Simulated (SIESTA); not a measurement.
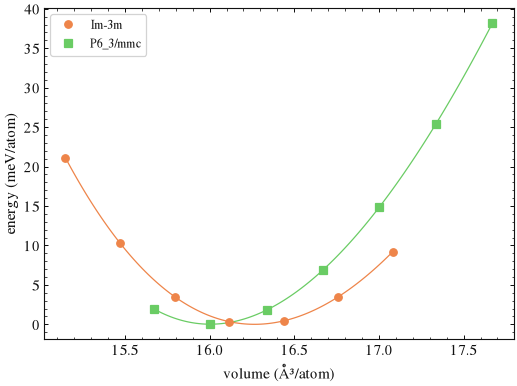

The figure shows the energy against volume, with one curve for each structure, for Al. Each energy curve has its own zero, so the curves don't rank the structures.

How it was computed, with SIESTA 5.4.2: DFT in numerical atomic orbitals with pseudopotentials, no spin polarisation; energies at scaled volumes of the given cell, shape and fractions fixed, counted from the fit's minimum, third-order Birch-Murnaghan fit. Level: LDA.

| setting | value |
| --- | --- |
| occupations | Fermi–Dirac |
| smearing width | 0.05 eV |
| potentials | PseudoDojo 0.4 standard, converted to PSML, two zetas on semicore shells |

Settings that differ: Im-3m: k mesh 12×12×12; P6_3/mmc: k mesh 11×11×6.

Q: Order the curves by fitted equilibrium volume, smallest first.

A: P6_3/mmc 16.003, Im-3m 16.265 Å³/atom.

Q: Order the curves by fitted bulk modulus, smallest first.

A: Im-3m 78.2, P6_3/mmc 86.4 GPa.

Limits of the calculation: mulliken charges of long orbitals.

The computed values:

Im-3m:
```
volume (Å³/atom)  energy (meV/atom)
           15.15              21.09
           15.47              10.31
           15.79               3.50
           16.12               0.34
           16.44               0.44
           16.76               3.51
           17.08               9.22
```

P6_3/mmc:
```
volume (Å³/atom)  energy (meV/atom)
           15.67               1.96
           16.00               0.00
           16.34               1.80
           16.67               6.89
           17.00              14.88
           17.34              25.40
           17.67              38.16
```
